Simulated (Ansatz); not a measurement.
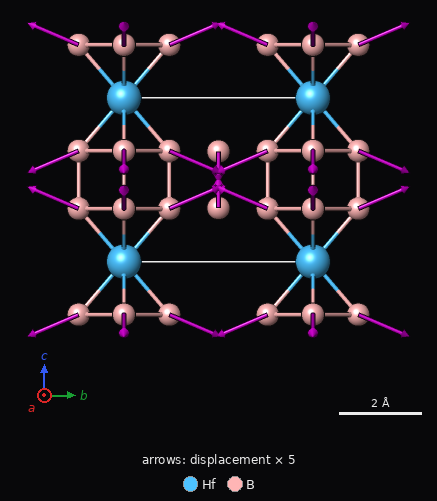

This is a relaxation of a crystal of HfB₁₀ (a generated structure, set up in P4/mmm) (coarse preliminary run). The starting structure is drawn; purple arrows show the displacements (the part carried along by the change of the cell is left out), 5 times their true length.

The picture is a ball-and-stick view of the cell of the calculation, seen along the a axis.

Level of theory: Ansatz, DFT PBE, scalar-relativistic, plane waves, PAW. Set-up: plane-wave cutoff 420 eV; k-point mesh 4 × 4 × 4; occupations gaussian; smearing width 0.1 eV; no spin polarisation; cell and atoms relaxed; force threshold 0.04 eV/Å; at most 70 steps.

### Which element moves most?

Boron: up to 0.28 Å, against 0.00 Å for hafnium.

### What happened in the run?

The largest moves relative to the cell, 0.28 Å, are those of B atoms. Hf stays in place. Cell: a = b 4.628 → 4.187 Å (−9.5 %), c 4.010 → 5.985 Å (+49.3 %). Volume +22.1 %. Some distances before and after: B–B 2.412 → 1.667 Å, B–Hf 1.707 → 2.404 Å, B–B 2.111 → 2.598 Å, B–B 1.414 → 1.890 Å. New bonds form: B–B (2.41 → 1.67 Å). Among the angles between lasting bonds that change: Hf–B–B 139.5° → 148.4°, Hf–B–B 62.7° → 68.2°. The space group stays P4/mmm (No. 123). Over 14 accepted moves (16 points after the start) the energy falls by 38.284 eV per cell of the calculation. The largest force component goes from 13 to 0.014 eV/Å. The pressure goes from 161.39 to 0.17 GPa. At 2 points the geometry stayed and the basis and grid were re-selected for the new cell (energy shift of 0.727 eV per cell of the calculation at most each time).

Limits of the set-up: the k-point mesh is coarse for a cell with partly filled bands.
